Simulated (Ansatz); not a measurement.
Cu, as given below.

```cif
data_structure
_symmetry_space_group_name_H-M 'P 1'
_symmetry_Int_Tables_number 1
_cell_length_a 5.2491
_cell_length_b 5.2491
_cell_length_c 5.2491
_cell_angle_alpha 90.000
_cell_angle_beta 90.000
_cell_angle_gamma 90.000
_cell_volume 144.63
loop_
_atom_site_label
_atom_site_type_symbol
_atom_site_fract_x
_atom_site_fract_y
_atom_site_fract_z
_atom_site_occupancy
Cu1 Cu 0.75000 0.75000 0.75000 1
Cu2 Cu 0.00000 0.50000 0.00000 1
Cu3 Cu 0.75000 0.25000 0.25000 1
Cu4 Cu 0.00000 0.00000 0.50000 1
Cu5 Cu 0.25000 0.75000 0.25000 1
Cu6 Cu 0.50000 0.50000 0.50000 1
Cu7 Cu 0.25000 0.25000 0.75000 1
Cu8 Cu 0.50000 0.00000 0.00000 1
```

It is based on the geometry relaxed with DFT, r2SCAN, plane waves (500 eV) with PAW, scalar-relativistic (Ansatz); the starting structure was generated, so it need not be a known form of this composition.

> Predict the first 5 clear peaks of the X-ray G(r) with σ = 0.07 Å, and name the atom pairs.

1. 2.27 Å: Cu–Cu at 2.27 Å
2. 3.71 Å: Cu–Cu at 3.71 Å
3. 4.35 Å: Cu–Cu at 4.35 Å
4. 5.25 Å: Cu–Cu at 5.25 Å
5. 5.72 Å: Cu–Cu at 5.72 Å

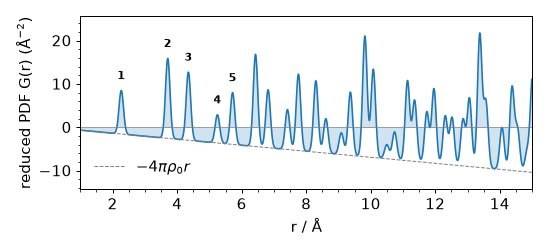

Computed X-ray G(r), with each pair weighted by the product of the atomic numbers (X-ray weights at Q = 0) and a uniform peak width σ = 0.07 Å.
